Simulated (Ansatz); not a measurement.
## GaAs: geometry relaxation (part 1 of 3)

GaAs (slab, 12 atoms in the cell), computed with DFT PBEsol, scalar-relativistic, plane waves, PAW, no spin polarisation (Ansatz 0.2.0).

The structure derives from an entry of the Crystallography Open Database. The input holds or restrains some coordinates. It belongs to a series of runs on one base structure; here: upper atoms moved at random (sigma 0.25 Å), then relaxed.

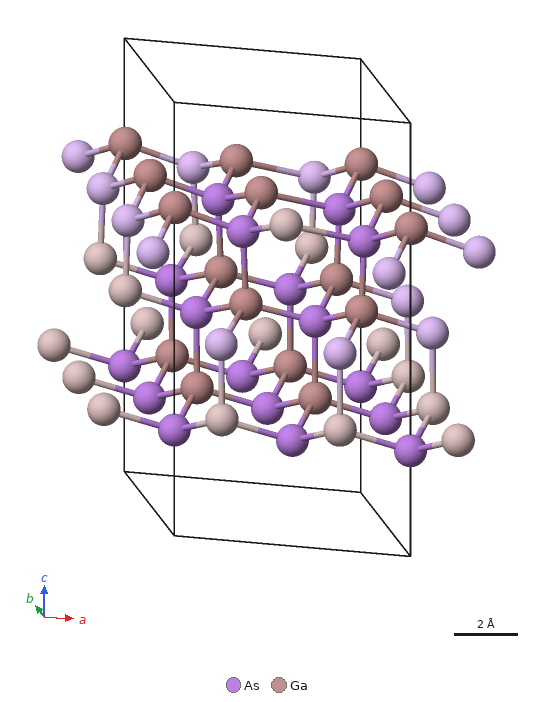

Fig. 1: The starting structure (ball-and-stick view of the 1 × 2 repeat of the cell, with the vacuum cut short, seen slightly off an axis; neighbours outside the cell are drawn fainter). Near neighbours in the crystal (not all of them lie inside the picture): As has 3 Ga at 2.45 Å; Ga has 4 As at 2.33 to 2.57 Å; As has 4 Ga at 2.25 to 2.78 Å; Ga has 3 As at 2.25 to 2.78 Å.

Input
```yaml
crystal:
  lattice:
    - [8.0020093052, 0.0, 0.0]
    - [-2.0005023263, 3.4649716698, 0.0]
    - [0.0, 0.0, 22.350314893]
  atoms:
    - { symbol: As, position: [0.5, 0.0, 0.335565742] }
    - { symbol: As, position: [0.0, 0.0, 0.335565742] }
    - { symbol: Ga, position: [0.1666666667, 0.6666666667, 0.3721066882] }
    - { symbol: Ga, position: [0.6666666667, 0.6666666667, 0.3721066882] }
    - { symbol: As, position: [0.6654486494, 0.6550511595, 0.4868890666] }
    - { symbol: As, position: [0.1632889898, 0.6640428763, 0.4841940926] }
    - { symbol: Ga, position: [0.3378873939, 0.329282515, 0.5186535868] }
    - { symbol: Ga, position: [0.8284671534, 0.340839644, 0.5219056098] }
    - { symbol: As, position: [0.8413526042, 0.3538827235, 0.6259317783] }
    - { symbol: As, position: [0.3188462707, 0.2630853047, 0.6287862601] }
    - { symbol: Ga, position: [0.4608284358, -0.1248248174, 0.661813681] }
    - { symbol: Ga, position: [0.0009614906, -0.0235745115, 0.6683909681] }
basis:
  ecutwfc: 420
kpoints:
  mp_grid: { grid: [5, 9, 1] }
hamiltonian:
  xc: pbesol
scf:
  occupations: { method: gaussian, width: 0.05 }
output:
  forces: true
  eigenvalues: true
  write_density: true
  write_potential: true
  elf: true
  volumetric_format: npy
relax:
  adjacent_minimum: "off"
  f_tol: 0.02
  max_steps: 90
  constraints: [{ sites: [0, 1, 2, 3] }]
efield:
  axis: 3
  dipole_correction: true
  ramp_width: 0.04
```

Run on 4 threads of Intel Xeon @ 2.50GHz (Skylake/Cascade Lake), 32 GiB of memory available, shared host.

Launch command:
```bash
ansatz run input.yaml --threads 4 --pin off --max-ram 10240MiB --backend cpu --events-out ev --progress --plain --runs-dir out
```

Output
```
Engine: ansatz 0.2.0, x86_64-unknown-linux-gnu
Pseudopotentials: kind: paw
Pseudopotential: As, paw, valence charge 15, recommended cutoff 420 eV (normal), As.paw.azcp
Pseudopotential: Ga, paw, valence charge 13, recommended cutoff 420 eV (normal), Ga.paw.azcp
Functional definition: PBEsol
  exchange = pbesol_x
  correlation = pbesol_c
Crystal: 12 atoms, lattice volume = 619.701 Å³
Basis set: ecut = 420 eV, 12173 PW (Γ), exchange–correlation on 108×54×300 points (8 copies of the dense FFT grid, shifted against one another)
Bands: 101, of which v1, the nominal top of the filled ones, is band 84 counted from 1 (83 counted from 0)
Symmetry: 1 space group operations
Space group: P1 (ITA 1), of the structure as read, at distance tolerance 8.5e-5 Å
k-points: 23 of 45 (time reversal used)
Non-local potential: As, projectors of the file, l = 0: 2, l = 1: 2, l = 2: 3, l = 3: 1
Non-local potential: Ga, projectors of the file, l = 0: 2, l = 1: 2, l = 2: 3, l = 3: 1
PAW form: soft (Blöchl's): semilocal exchange-correlation on the pseudo side does not see the compensation charge
PAW frozen core: As, regenerated for the run's functional, and the local potential with it (the file was generated under x = pbe(κ = 0.804, μ = 0.2195149727645171), c = pbe(β = 0.06672455060314922))
PAW frozen core: Ga, regenerated for the run's functional, and the local potential with it (the file was generated under x = pbe(κ = 0.804, μ = 0.2195149727645171), c = pbe(β = 0.06672455060314922))
PAW one-centre angular grid: As, 590 points (default); XC on 64 Gauss nodes
PAW one-centre angular grid: Ga, 590 points (default); XC on 64 Gauss nodes
Initial density: superposition of atomic densities (neutral atoms: chi_scale 0, normalization atom), corrected by the library's trained network
Initial wavefunctions: pseudopotential atomic-orbital guess
Functional: x = pbesol(κ = 0.804, μ = 0.12345679012345678), c = pbesol(β = 0.046)
SCF iter   1: F=—  HF=-51336.473901 eV  |F-HF|=—  |Δ(HF+E_count)|=         —  Δρ=4.05e-3  dr2=2.32e0  ethr=1.77e-3  p=0.261 e·Å  D=7.63e-2 V/Å  ΔV_dip=-1.71 eV  dr2_dipole=1.29e0  V_vac-E_F(+/−)=3.78/5.48 eV  ⟨swp⟩=5.9  Hψ=9011  notcnv=0  defer=158
efield: sawtooth ramp at fractional position 0.9820 (placed from the atoms, in the widest stretch of the axis that holds none; the zero of the levels goes with the place), width 0.0400; the density the first Hamiltonian is built on has a dipole p = 0.261 e·Å; the dipole correction subtracts the counter field D = 7.63e-2 V/Å, which shifts the + side's vacuum level by -1.71 eV against the − side's; the planar-averaged density in the ramp window peaks in size at 4.1e-5 e/Å³
preconditioner: auto → LDOS  [insulator: Δε(μ)=0.059 eV  Ē_g=13.927 eV  σ=0.050 eV  W_gap=0.59  n_scr=120 (ndim 8)  ℏωp=15.5 eV  f_vac=0.532  D(μ)=2.01/eV (n_scr^D=4)  ε∞_Penn≈2.2  β→1.0]
SCF iter   2: F=—  HF=-51336.980467 eV  |F-HF|=—  |Δ(HF+E_count)|=   5.07e-1  Δρ=1.38e-2  dr2=2.88e1  ethr=1.38e-3  p=0.430 e·Å  D=1.26e-1 V/Å  ΔV_dip=-2.81 eV  dr2_dipole=1.85e1  V_vac-E_F(+/−)=3.33/6.13 eV  ⟨swp⟩=2.8  Hψ=2925  notcnv=0  defer=234  recentre
SCF iter   3: F=—  HF=-51336.403981 eV  |F-HF|=—  |Δ(HF+E_count)|=   5.76e-1  Δρ=2.56e-3  dr2=1.04e0  ethr=1.38e-3  p=0.275 e·Å  D=8.04e-2 V/Å  ΔV_dip=-1.80 eV  dr2_dipole=6.03e-1  V_vac-E_F(+/−)=3.77/5.57 eV  ⟨swp⟩=2.9  Hψ=2967  notcnv=0  defer=208
SCF iter   4: F=—  HF=-51336.379337 eV  |F-HF|=—  |Δ(HF+E_count)|=   2.46e-2  Δρ=1.20e-3  dr2=6.06e-2  ethr=6.21e-4  p=0.294 e·Å  D=8.59e-2 V/Å  ΔV_dip=-1.92 eV  dr2_dipole=2.71e-2  V_vac-E_F(+/−)=3.71/5.63 eV  ⟨swp⟩=2.0  Hψ=2511  notcnv=0  defer=210
SCF iter   5: F=—  HF=-51336.375719 eV  |F-HF|=—  |Δ(HF+E_count)|=   3.62e-3  Δρ=5.84e-4  dr2=2.35e-2  ethr=3.61e-5  p=0.297 e·Å  D=8.67e-2 V/Å  ΔV_dip=-1.94 eV  dr2_dipole=1.22e-2  V_vac-E_F(+/−)=3.72/5.66 eV  ⟨swp⟩=1.0  Hψ=2403  notcnv=0  defer=215
SCF iter   6: F=—  HF=-51336.375559 eV  |F-HF|=—  |Δ(HF+E_count)|=   1.60e-4  Δρ=3.74e-4  dr2=4.95e-3  ethr=1.40e-5  p=0.299 e·Å  D=8.74e-2 V/Å  ΔV_dip=-1.95 eV  dr2_dipole=1.96e-3  V_vac-E_F(+/−)=3.73/5.69 eV  ⟨swp⟩=2.0  Hψ=2490  notcnv=0  defer=215
SCF iter   7: F=—  HF=-51336.375286 eV  |F-HF|=—  |Δ(HF+E_count)|=   2.73e-4  Δρ=1.54e-4  dr2=3.67e-4  ethr=2.95e-6  p=0.299 e·Å  D=8.72e-2 V/Å  ΔV_dip=-1.95 eV  dr2_dipole=5.63e-5  V_vac-E_F(+/−)=3.73/5.68 eV  ⟨swp⟩=1.0  Hψ=2122  notcnv=0  defer=215
SCF iter   8: F=—  HF=-51336.375247 eV  |F-HF|=—  |Δ(HF+E_count)|=   3.90e-5  Δρ=4.44e-5  dr2=1.41e-4  ethr=2.18e-7  p=0.298 e·Å  D=8.70e-2 V/Å  ΔV_dip=-1.95 eV  dr2_dipole=7.27e-5  V_vac-E_F(+/−)=3.73/5.67 eV  ⟨swp⟩=2.0  Hψ=2577  notcnv=0  defer=215
SCF iter   9: F=—  HF=-51336.375244 eV  |F-HF|=—  |Δ(HF+E_count)|=   2.74e-6  Δρ=2.59e-5  dr2=6.26e-5  ethr=8.37e-8  p=0.298 e·Å  D=8.70e-2 V/Å  ΔV_dip=-1.94 eV  dr2_dipole=3.36e-5  V_vac-E_F(+/−)=3.73/5.67 eV  ⟨swp⟩=1.0  Hψ=2114  notcnv=0  defer=215
iter 10 did not close the SCF: its close was put off until two iterations running show no level that it waits for move by more than its bar (scf_convergence_deferred on its scf_iter line)
SCF iter  10: F=-51336.375243 eV  HF=-51336.375243 eV  |F-HF|=5.41e-7  |Δ(HF+E_count)|=   1.20e-6  Δρ=7.15e-6  dr2=8.21e-7  ethr=5.95e-9  p=0.298 e·Å  D=8.70e-2 V/Å  ΔV_dip=-1.94 eV  dr2_dipole=9.93e-10  V_vac-E_F(+/−)=3.73/5.67 eV  ⟨swp⟩=19.8  Hψ=20473  notcnv=0
SCF iter  11: F=-51336.375243 eV  HF=-51336.375243 eV  |F-HF|=7.31e-8  |Δ(HF+E_count)|=   8.80e-9  Δρ=3.51e-6  dr2=1.59e-7  ethr=4.89e-10  p=0.298 e·Å  D=8.70e-2 V/Å  ΔV_dip=-1.94 eV  dr2_dipole=5.97e-9  V_vac-E_F(+/−)=3.73/5.67 eV  ⟨swp⟩=9.2  Hψ=16950  notcnv=0
SCF 1 converged in 11 iterations: F = -51336.375243 eV  dr2 = 1.59e-7
  greatest PAW one-centre occupation: 0.999 electrons in one spin orbital (limit 2), on the As atom at site 9 (counted from 0), in its partial waves of l = 2
relax step   1: F+E_penalty+E_count = -51336.37524309 eV  Δ(F+E_penalty+E_count) = +0.000e0 eV  max|allowed force component| = 2.535e0 eV/Å  Δτ_max = 0.0000 Å  (11 SCF iters, dr2 threshold 1.00e-5 eV, accepted)
Initial density: handed on by an earlier stage of this run
Initial wavefunctions: those handed on with the density
iter 1 solved again at ethr=1.02e-3 eV; its pass at ethr=3.10e-3 eV (dr2=1.72e0 eV) is discarded
SCF iter   1: F=—  HF=-51337.197206 eV  |F-HF|=—  |Δ(HF+E_count)|=         —  Δρ=5.18e-3  dr2=1.72e0  ethr=1.02e-3  p=0.298 e·Å  D=8.70e-2 V/Å  ΔV_dip=-1.94 eV  dr2_dipole=9.71e-1  V_vac-E_F(+/−)=3.58/5.52 eV  ⟨swp⟩=1.0  Hψ=7373  notcnv=0  defer=187
efield: sawtooth ramp at fractional position 0.9820 (handed on by an earlier solve), width 0.0400; the density the first Hamiltonian is built on has a dipole p = 0.298 e·Å; the dipole correction subtracts the counter field D = 8.70e-2 V/Å, which shifts the + side's vacuum level by -1.94 eV against the − side's; the planar-averaged density in the ramp window peaks in size at 6.0e-6 e/Å³
preconditioner: auto → LDOS  [metal: Δε(μ)=0.041 eV  Ē_g=13.953 eV  σ=0.050 eV  W_gap=0.41  n_scr=120 (ndim 8)  ℏωp=15.5 eV  f_vac=0.532  D(μ)=2.97/eV (n_scr^D=8)  β→1.0]
SCF iter   2: F=—  HF=-51337.374591 eV  |F-HF|=—  |Δ(HF+E_count)|=   1.77e-1  Δρ=8.75e-3  dr2=1.19e1  ethr=1.02e-3  p=0.409 e·Å  D=1.19e-1 V/Å  ΔV_dip=-2.67 eV  dr2_dipole=7.63e0  V_vac-E_F(+/−)=3.33/6.00 eV  ⟨swp⟩=3.0  Hψ=2927  notcnv=0  defer=189  recentre
SCF iter   3: F=—  HF=-51337.147165 eV  |F-HF|=—  |Δ(HF+E_count)|=   2.27e-1  Δρ=3.12e-3  dr2=7.03e-1  ethr=1.02e-3  p=0.311 e·Å  D=9.08e-2 V/Å  ΔV_dip=-2.03 eV  dr2_dipole=4.05e-1  V_vac-E_F(+/−)=3.57/5.60 eV  ⟨swp⟩=2.3  Hψ=2813  notcnv=0  defer=212
SCF iter   4: F=—  HF=-51337.133239 eV  |F-HF|=—  |Δ(HF+E_count)|=   1.39e-2  Δρ=1.19e-3  dr2=1.60e-1  ethr=4.19e-4  p=0.328 e·Å  D=9.57e-2 V/Å  ΔV_dip=-2.14 eV  dr2_dipole=8.94e-2  V_vac-E_F(+/−)=3.53/5.67 eV  ⟨swp⟩=2.0  Hψ=2293  notcnv=0  defer=217
SCF iter   5: F=—  HF=-51337.129024 eV  |F-HF|=—  |Δ(HF+E_count)|=   4.21e-3  Δρ=5.42e-4  dr2=4.44e-2  ethr=9.54e-5  p=0.329 e·Å  D=9.62e-2 V/Å  ΔV_dip=-2.15 eV  dr2_dipole=2.74e-2  V_vac-E_F(+/−)=3.54/5.69 eV  ⟨swp⟩=1.0  Hψ=2106  notcnv=0  defer=217
SCF iter   6: F=—  HF=-51337.128363 eV  |F-HF|=—  |Δ(HF+E_count)|=   6.60e-4  Δρ=1.83e-4  dr2=1.73e-3  ethr=2.64e-5  p=0.327 e·Å  D=9.55e-2 V/Å  ΔV_dip=-2.13 eV  dr2_dipole=1.10e-3  V_vac-E_F(+/−)=3.55/5.68 eV  ⟨swp⟩=1.0  Hψ=2302  notcnv=0  defer=217
SCF iter   7: F=—  HF=-51337.128329 eV  |F-HF|=—  |Δ(HF+E_count)|=   3.48e-5  Δρ=1.03e-4  dr2=1.09e-3  ethr=1.03e-6  p=0.326 e·Å  D=9.53e-2 V/Å  ΔV_dip=-2.13 eV  dr2_dipole=6.73e-4  V_vac-E_F(+/−)=3.55/5.68 eV  ⟨swp⟩=2.0  Hψ=2990  notcnv=0  defer=217
SCF iter   8: F=-51337.128273 eV  HF=-51337.128302 eV  |F-HF|=2.91e-5  |Δ(HF+E_count)|=   2.70e-5  Δρ=2.83e-5  dr2=2.33e-5  ethr=5.95e-8  p=0.326 e·Å  D=9.51e-2 V/Å  ΔV_dip=-2.13 eV  dr2_dipole=1.13e-5  V_vac-E_F(+/−)=3.55/5.68 eV  ⟨swp⟩=19.7  Hψ=22773  notcnv=0
SCF 2 converged in 8 iterations: F = -51337.128273 eV  dr2 = 2.33e-5
[... from here on the iterations of each SCF are left out, up to the last one ...]
  Residual-converged pass: ⟨swp⟩=1.0  Hψ=2416  notcnv=0  max |occ|·‖R‖ = 7.0e-9 eV (tolerance 1.0e-8 eV)  dr2=2.33e-5  dr2_onsite=6.70e-7  max |Δocc| = 2.1e-10
relax step   2: F+E_penalty+E_count = -51337.12827256 eV  Δ(F+E_penalty+E_count) = -7.530e-1 eV  max|allowed force component| = 6.614e-1 eV/Å  Δτ_max = 0.1987 Å  (8 SCF iters, dr2 threshold 1.00e-4 eV, accepted)
efield: sawtooth ramp at fractional position 0.9820 (handed on by an earlier solve), width 0.0400; the density the first Hamiltonian is built on has a dipole p = 0.326 e·Å; the dipole correction subtracts the counter field D = 9.51e-2 V/Å, which shifts the + side's vacuum level by -2.13 eV against the − side's; the planar-averaged density in the ramp window peaks in size at 7.5e-6 e/Å³
preconditioner: auto → LDOS  [metal: Δε(μ)=0.035 eV  Ē_g=13.911 eV  σ=0.050 eV  W_gap=0.34  n_scr=120 (ndim 8)  ℏωp=15.5 eV  f_vac=0.529  D(μ)=5.00/eV (n_scr^D=18)  β→1.0]
SCF 3 converged in 8 iterations: F = -51337.254880 eV  dr2 = 7.35e-6
relax step   3: F+E_penalty+E_count = -51337.25488021 eV  Δ(F+E_penalty+E_count) = -1.266e-1 eV  max|allowed force component| = 1.664e-1 eV/Å  Δτ_max = 0.2000 Å  (8 SCF iters, dr2 threshold 2.73e-5 eV, accepted)
efield: sawtooth ramp at fractional position 0.9820 (handed on by an earlier solve), width 0.0400; the density the first Hamiltonian is built on has a dipole p = 0.317 e·Å; the dipole correction subtracts the counter field D = 9.26e-2 V/Å, which shifts the + side's vacuum level by -2.07 eV against the − side's; the planar-averaged density in the ramp window peaks in size at 7.5e-6 e/Å³
preconditioner: auto → LDOS  [metal: Δε(μ)=0.034 eV  Ē_g=13.895 eV  σ=0.050 eV  W_gap=0.36  n_scr=120 (ndim 8)  ℏωp=15.5 eV  f_vac=0.529  D(μ)=4.50/eV (n_scr^D=18)  β→1.0]
SCF 4 converged in 9 iterations: F = -51337.285725 eV  dr2 = 3.91e-7
relax step   4: F+E_penalty+E_count = -51337.28572521 eV  Δ(F+E_penalty+E_count) = -3.084e-2 eV  max|allowed force component| = 2.239e-1 eV/Å  Δτ_max = 0.1953 Å  (9 SCF iters, dr2 threshold 1.75e-6 eV, accepted)
efield: sawtooth ramp at fractional position 0.9820 (handed on by an earlier solve), width 0.0400; the density the first Hamiltonian is built on has a dipole p = 0.282 e·Å; the dipole correction subtracts the counter field D = 8.24e-2 V/Å, which shifts the + side's vacuum level by -1.84 eV against the − side's; the planar-averaged density in the ramp window peaks in size at 7.6e-6 e/Å³
preconditioner: auto → LDOS  [metal: Δε(μ)=0.025 eV  Ē_g=13.919 eV  σ=0.050 eV  W_gap=0.26  n_scr=120 (ndim 8)  ℏωp=15.5 eV  f_vac=0.529  D(μ)=6.02/eV (n_scr^D=22)  β→1.0]
SCF 5 converged in 6 iterations: F = -51337.296038 eV  dr2 = 5.97e-7
```
